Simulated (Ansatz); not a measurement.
**Geometry relaxation, with input and output: VO2 (part 1 of 3)**

- system: VO2 (P4₂/mnm, 6 atoms in the cell)
- method: DFT PBE, scalar-relativistic, plane waves, PAW, spin-polarised (Ansatz 0.2.0)

The structure derives from an entry of the Crystallography Open Database. Figures and captions count atoms from 1; the log counts them from 0 in places.

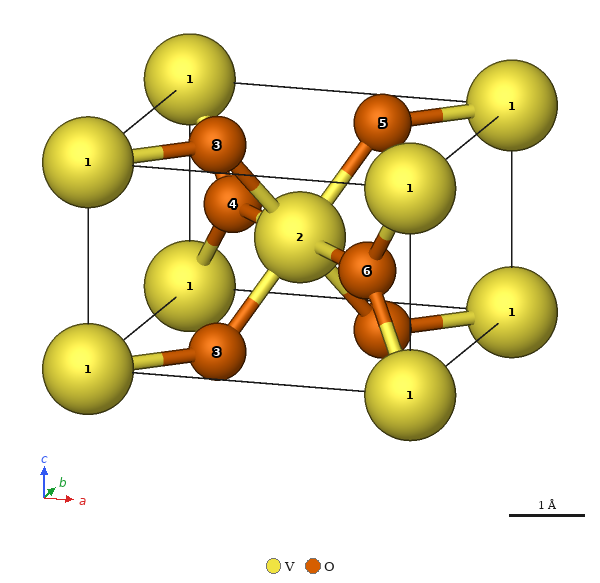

Figure 1. The starting structure (ball-and-stick view of the cell of the calculation, seen slightly off an axis; atoms are numbered from 1 in the order of the input). Near neighbours in the crystal (not all of them lie inside the picture): V has 6 O at 1.90 to 1.95 Å; O has 3 V at 1.90 to 1.95 Å.

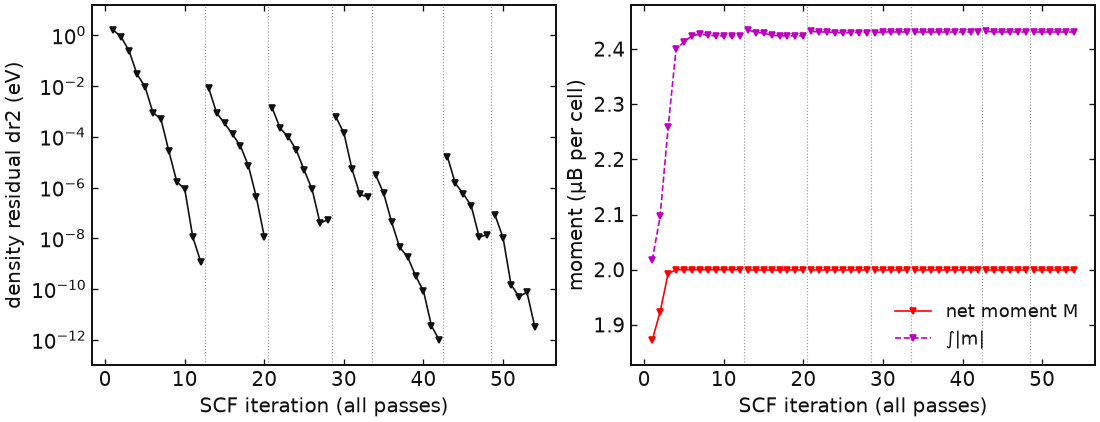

Figure 2. Convergence of the self-consistent field: density residual dr2 and magnetic moment against the SCF iteration. The dotted lines part the SCF passes of the relaxation: geometry steps, rejected trials and re-solves on a re-selected basis. The 7 passes take 5 to 12 iterations each, 54 in all. The net moment goes from 1.9 to 2.0 μB per cell.

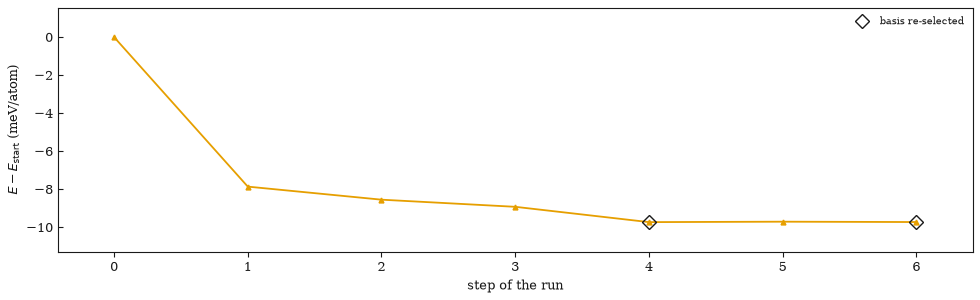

Figure 3. Progress of the relaxation, step by step (the first geometry is step 0 here and step 1 in the log).

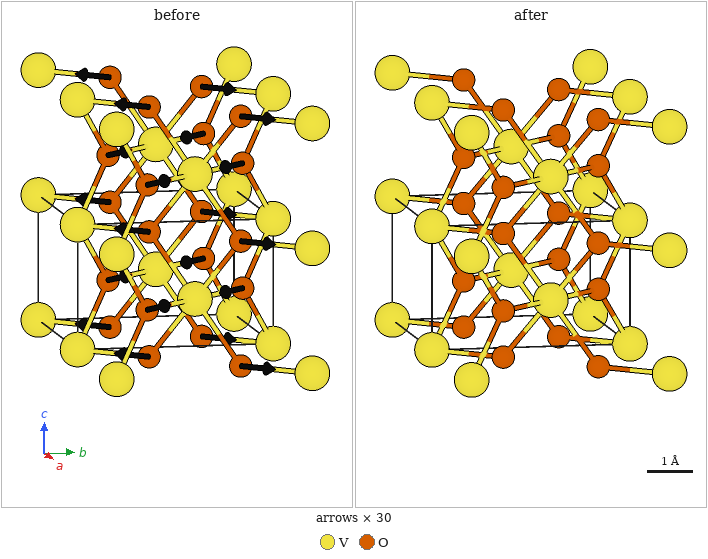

Figure 4. Before (left) and after (right) the relaxation, at one scale (ball-and-stick view of the cell of the calculation, repeated 2 × 1 × 2, seen slightly off an axis). The black arrows give the displacements (without the part carried along by the change of the cell), magnified 30 times. The largest moves relative to the cell, 0.032 Å, are those of O3, O4, O5 and O6. V stays in place. The volume changes by +1.3 %, with a = b 4.530 → 4.584 Å (+1.2 %), c 2.869 → 2.838 Å (−1.1 %). Among the contacts that change: V1–O4 1.902 → 1.922 Å, V1–O3 1.954 → 1.945 Å. Among the angles that change: O4–V1–O4 97.9° → 95.2°, V2–O3–V2 97.9° → 95.2°, O4–V1–O6 82.1° → 84.8°. The space group stays P4_2/mnm (No. 136). Over 4 geometry steps the energy falls by 9.7 meV per atom. Largest force component: 0.4 eV/Å at the start, under 0.0001 eV/Å at the end. Pressure: 4.50 GPa at the start and 0.01 GPa at the end. 1 further SCF at an unchanged geometry re-selected the plane-wave basis for the new cell. The energy change given includes the shifts at the re-selections in mid-walk, which come without any move. A last SCF at the same geometry on a re-selected plane-wave basis shifts the energy by next to nothing (0.0 meV per atom). (Atoms are counted from 1 in the order of the input.)

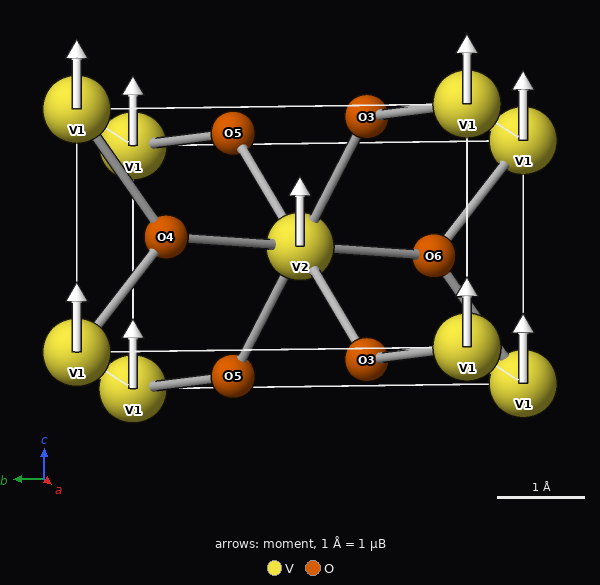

Figure 5. Magnetic moments of the sites as white arrows (ball-and-stick view of the cell of the calculation, seen at an oblique angle; atoms are numbered from 1 in the order of the input); small moments hardly show. The run is collinear, so the axis drawn is arbitrary. Site moments: V1, V2 (0.83 μB). They are counted near the atoms and needn't add up to the moment of the cell.

The input and output of the run follow.

### Input file
```yaml
crystal:
  lattice:
    - [4.53, 0.0, 0.0]
    - [0.0, 4.53, 0.0]
    - [0.0, 0.0, 2.869]
  atoms:
    - { symbol: V, position: [0.0, 0.0, 0.0], spin: 0.91 }
    - { symbol: V, position: [0.5, 0.5, 0.5], spin: 0.91 }
    - { symbol: O, position: [0.305, 0.305, 0.0] }
    - { symbol: O, position: [0.195, 0.805, 0.5] }
    - { symbol: O, position: [0.695, 0.695, 0.0] }
    - { symbol: O, position: [0.805, 0.195, 0.5] }
basis:
  ecutwfc: 420
kpoints:
  mp_grid: { grid: [8, 8, 12] }
hamiltonian:
  xc: pbe
scf:
  occupations: { method: gaussian, width: 0.1 }
output:
  forces: true
  stress: true
  eigenvalues: true
  populations: true
magnetization:
  spin_polarized: true
relax:
  adjacent_minimum: "off"
  f_tol: 0.005
  max_steps: 80
  cell: { stress_tol: 0.05 }
```

Command:
```bash
ansatz run input.yaml --threads 4 --pin off --max-ram 8192MiB --backend cpu --events-out ev --progress --plain --runs-dir out
```

### The program's output
```
Engine: ansatz 0.2.0, x86_64-unknown-linux-gnu
Pseudopotentials: kind: paw
Pseudopotential: V, paw, valence charge 13, recommended cutoff 420 eV (normal), V.paw.azcp
Pseudopotential: O, paw, valence charge 6, recommended cutoff 420 eV (normal), O.paw.azcp
Functional definition: PBE
  parameter kappa = 0.804
  parameter beta = 0.06672455060314922
  exchange = pbe_x(kappa = kappa, mu = beta*pi^2/3)
  correlation = pbe_c(beta = beta)
Crystal: 6 atoms, lattice volume = 58.874 Å³
Basis set: ecut = 420 eV, 1153 PW (Γ), exchange–correlation on 64×64×40 points (8 copies of the dense FFT grid, shifted against one another)
Bands: 32, of which v1, the nominal top of the filled ones, is band 25 counted from 1 (24 counted from 0)
Symmetry: 16 space group operations
Space group: P42/mnm (ITA 136), of the structure as read, at distance tolerance 3.9e-5 Å
Magnetic group: BNS 136.495 (UNI 1155), of the structure as read, at distance tolerance 3.9e-5 Å
k-points: 105 of 768
Non-local potential: V, projectors of the file, l = 0: 3, l = 1: 2, l = 2: 3, l = 3: 1
Non-local potential: O, projectors of the file, l = 0: 2, l = 1: 2, l = 2: 1
PAW form: soft (Blöchl's): semilocal exchange-correlation on the pseudo side does not see the compensation charge
PAW one-centre angular grid: V, 590 points (default); XC on 64 Gauss nodes
PAW one-centre angular grid: O, 110 points (default); XC on 64 Gauss nodes
Initial density: superposition of atomic densities (chi_scale 0.1, normalization cell, long waves kept (reshape's long-wave potential 0.00 eV rms))
Starting moments: Σ|m| = 1.82 μB on 2 of 6 sites
Initial wavefunctions: pseudopotential atomic-orbital guess
Functional: x = pbe(κ = 0.804, μ = 0.2195149727645171), c = pbe(β = 0.06672455060314922)
SCF iter   1: F=—  HF=-8099.295563 eV  |F-HF|=—  |Δ(HF+E_count)|=         —  Δρ=3.23e-2 (↑2.82e-2 ↓3.23e-2)  dr2=1.66e0  dr2_m=8.64e-2  M=1.872 μB ∫|m|=2.017 μB  β_m=0.30  ethr=3.10e-3  ⟨swp⟩=5.5  Hψ=22868  notcnv=0
Mixer restart at iter 1: flushing history
preconditioner: auto → Kerker (q_TF=auto, 2.655 Å⁻¹)  [metal: Δε(μ)=0.008 eV  Ē_g=9.838 eV  σ=0.100 eV  W_gap=0.04  n_scr=18 (ndim 8)  ℏωp=28.2 eV  f_vac=0.000  D(μ)=4.86/eV (n_scr^D=62)]
spin=Collinear: Kerker preconditioning applied to the charge; magnetization (m = ρ↑ − ρ↓) channel mixes plain (no charge-response kernel on spin).
SCF iter   2: F=—  HF=-8098.617187 eV  |F-HF|=—  |Δ(HF+E_count)|=   6.78e-1  Δρ=2.33e-2 (↑2.33e-2 ↓2.16e-2)  dr2=8.62e-1  dr2_m=6.23e-2  M=1.924 μB ∫|m|=2.097 μB  β_m=0.55  ethr=3.10e-3  ⟨swp⟩=2.0  Hψ=9501  notcnv=0  defer=200
SCF iter   3: F=—  HF=-8098.707420 eV  |F-HF|=—  |Δ(HF+E_count)|=   9.02e-2  Δρ=1.10e-2 (↑1.10e-2 ↓9.20e-3)  dr2=2.49e-1  dr2_m=1.31e-2  M=1.993 μB ∫|m|=2.258 μB  β_m=0.72  ethr=1.72e-3  ⟨swp⟩=2.0  Hψ=10435  notcnv=0  defer=200
SCF iter   4: F=—  HF=-8098.673758 eV  |F-HF|=—  |Δ(HF+E_count)|=         —  Δρ=4.07e-3 (↑3.34e-3 ↓4.07e-3)  dr2=2.92e-2  dr2_m=1.10e-3  M=2.000 μB ∫|m|=2.400 μB  β_m=0.72  ethr=4.98e-4  ⟨swp⟩=2.5  Hψ=12832  notcnv=0  defer=204
Mixer restart at iter 4: flushing history
SCF iter   5: F=—  HF=-8098.693421 eV  |F-HF|=—  |Δ(HF+E_count)|=   1.97e-2  Δρ=1.99e-3 (↑1.80e-3 ↓1.99e-3)  dr2=9.63e-3  dr2_m=2.41e-4  M=2.000 μB ∫|m|=2.413 μB  β_m=0.86  ethr=5.84e-5  ⟨swp⟩=2.2  Hψ=10780  notcnv=0  defer=212
SCF iter   6: F=—  HF=-8098.700411 eV  |F-HF|=—  |Δ(HF+E_count)|=   6.99e-3  Δρ=5.27e-4 (↑5.27e-4 ↓5.04e-4)  dr2=9.03e-4  dr2_m=2.56e-6  M=2.000 μB ∫|m|=2.424 μB  β_m=0.93  ethr=1.93e-5  ⟨swp⟩=2.4  Hψ=10255  notcnv=0  defer=212
SCF iter   7: F=—  HF=-8098.700930 eV  |F-HF|=—  |Δ(HF+E_count)|=   5.19e-4  Δρ=5.00e-4 (↑4.75e-4 ↓5.00e-4)  dr2=5.13e-4  dr2_m=2.26e-6  M=2.000 μB ∫|m|=2.427 μB  β_m=0.95  ethr=1.81e-6  ⟨swp⟩=2.0  Hψ=10103  notcnv=0  defer=212
SCF iter   8: F=—  HF=-8098.701027 eV  |F-HF|=—  |Δ(HF+E_count)|=   9.68e-5  Δρ=1.09e-4 (↑1.09e-4 ↓9.49e-5)  dr2=2.75e-5  dr2_m=1.32e-6  M=2.000 μB ∫|m|=2.425 μB  β_m=0.97  ethr=1.03e-6  ⟨swp⟩=2.4  Hψ=10686  notcnv=0  defer=212
SCF iter   9: F=—  HF=-8098.700970 eV  |F-HF|=—  |Δ(HF+E_count)|=   5.63e-5  Δρ=4.79e-5 (↑4.79e-5 ↓2.15e-5)  dr2=1.70e-6  dr2_m=2.21e-7  M=2.000 μB ∫|m|=2.424 μB  β_m=0.99  ethr=5.50e-8  ⟨swp⟩=2.0  Hψ=10322  notcnv=0  defer=212
SCF iter  10: F=—  HF=-8098.700972 eV  |F-HF|=—  |Δ(HF+E_count)|=   1.07e-6  Δρ=2.75e-5 (↑2.75e-5 ↓1.30e-5)  dr2=8.68e-7  dr2_m=4.27e-8  M=2.000 μB ∫|m|=2.424 μB  β_m=0.99  ethr=3.40e-9  ⟨swp⟩=2.2  Hψ=10774  notcnv=0  defer=212
SCF iter  11: F=—  HF=-8098.700972 eV  |F-HF|=—  |Δ(HF+E_count)|=   2.32e-8  Δρ=3.64e-6 (↑3.64e-6 ↓2.29e-6)  dr2=1.16e-8  dr2_m=7.82e-10  M=2.000 μB ∫|m|=2.424 μB  β_m=1.00  ethr=1.74e-9  ⟨swp⟩=2.4  Hψ=11658  notcnv=0  defer=212
SCF iter  12: F=-8098.700972 eV  HF=-8098.700972 eV  |F-HF|=8.09e-11  |Δ(HF+E_count)|=   5.57e-9  Δρ=8.67e-7 (↑6.68e-7 ↓8.67e-7)  dr2=1.22e-9  dr2_m=4.50e-11  M=2.000 μB ∫|m|=2.424 μB  ethr=2.33e-11  ⟨swp⟩=3.9  Hψ=20829  notcnv=0
SCF 1 converged in 12 iterations: F = -8098.700972 eV  dr2 = 1.22e-9
  greatest PAW one-centre occupation: 1.000 electrons in one spin orbital (limit 2), on the V atom at site 0 (counted from 0), in its partial waves of l = 0
relax step   1: F+E_penalty+E_count = -8098.70097155 eV  Δ(F+E_penalty+E_count) = +0.000e0 eV  max|allowed force component| = 4.016e-1 eV/Å  Δτ_max = 0.0000 Å  P = +4.501 GPa  Ω = 58.874 Å³  (12 SCF iters, dr2 threshold 1.00e-7 eV, accepted)
Crystal: 6 atoms, lattice volume = 59.503 Å³
Basis set: ecut = 420 eV, 1145 PW (Γ), exchange–correlation on 64×64×40 points (8 copies of the dense FFT grid, shifted against one another)
Initial density: handed on by an earlier stage of this run
Starting moments: Σ|m| = 1.82 μB on 2 of 6 sites; this step starts from the density that it was given
Initial wavefunctions: those handed on with the density
iter 1 solved again at ethr=1.77e-5 eV; its pass at ethr=3.10e-3 eV (dr2=8.84e-3 eV) is discarded
```
